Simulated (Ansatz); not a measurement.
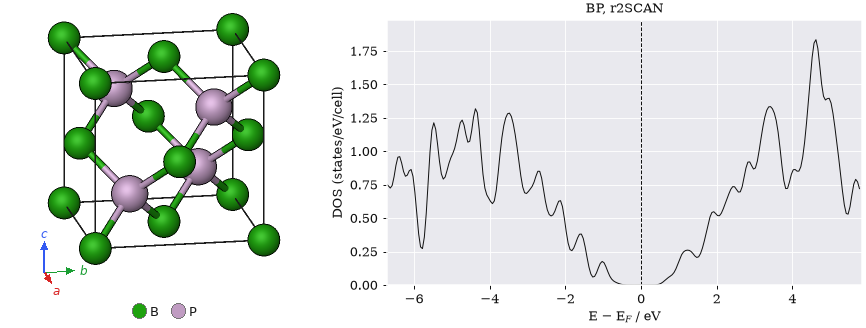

Density of states, beside the structure. Energies are counted from the Fermi level, put mid-gap where there is a gap. The curve is built from the levels of the k mesh with Gaussians 0.3 eV wide, which also blur the band edges.

System: BP, space group F-43m, 2 atoms in the cell, zincblende type, hydrostatic strain +1.0%.

```yaml
crystal:
  lattice:
    - [0.00000, 2.29100, 2.29100]
    - [2.29100, 0.00000, 2.29100]
    - [2.29100, 2.29100, 0.00000]
  atoms:
    - { symbol: B, position: [0.00000, 0.00000, 0.00000] }
    - { symbol: P, position: [0.25000, 0.25000, 0.25000] }
```

Level of theory: DFT, r2SCAN, plane waves, PAW, no spin polarisation, 10×10×10 k mesh; code Ansatz.

### Is there a gap at the Fermi level, and how wide?

There is a gap; over the k points computed it is 1.45 eV (indirect; the smallest direct gap is 3.56 eV).
